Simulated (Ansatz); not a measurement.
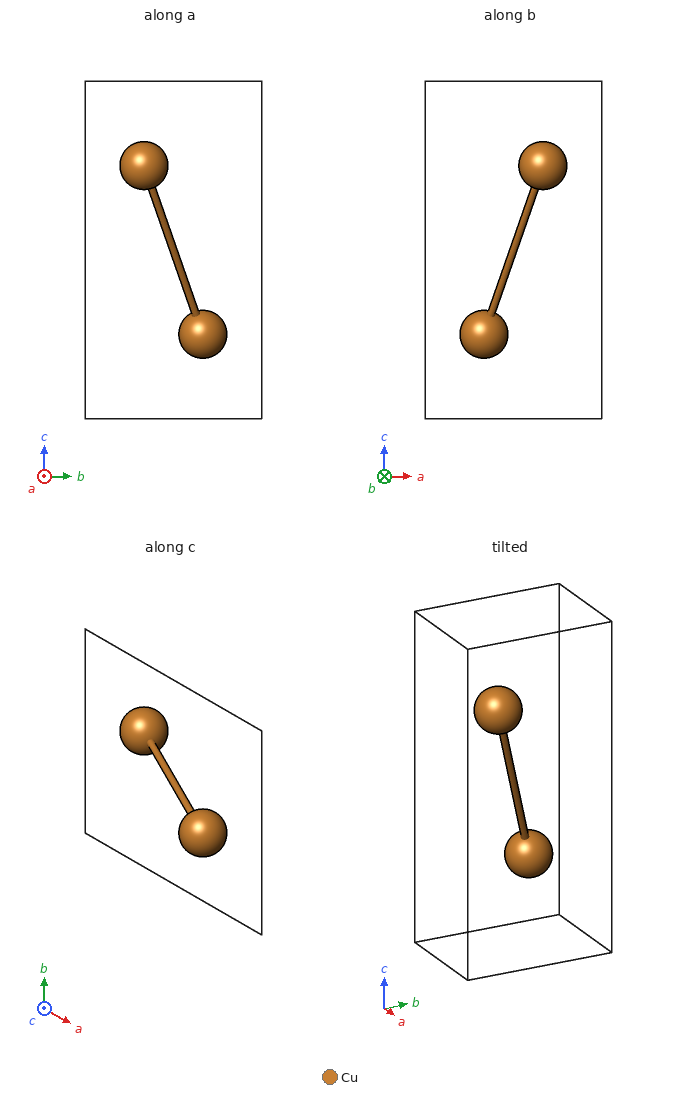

Crystal structure, ball-and-stick style, seen along the a axis, along the b axis, along the c axis and slightly off an axis. The conventional unit cell is drawn as a box.

Lattice parameters: a = 2.606 Å, b = 2.606 Å, c = 4.310 Å, α = 90.00°, β = 90.00°, γ = 120.00°. Put a along x and b in the xy plane.

Give the structure in the form of a POSCAR file.

Answer.
```
Cu
1.0
     2.606    0.000    0.000
    -1.303    2.257    0.000
     0.000    0.000    4.310
Cu
2
Direct
  0.3333 0.6667 0.2500
  0.6667 0.3333 0.7500
```

The initial geometry was a structure type filled with this element by a generator (whether the element takes this form wasn't checked). The cell was then strained or its atoms displaced on purpose. An electronic-structure calculation with Ansatz was run on it.

At this level of theory the run's own cell isn't at rest (stretched, at -7 GPa), so its distances can differ from those at equilibrium, the more so the softer the solid.
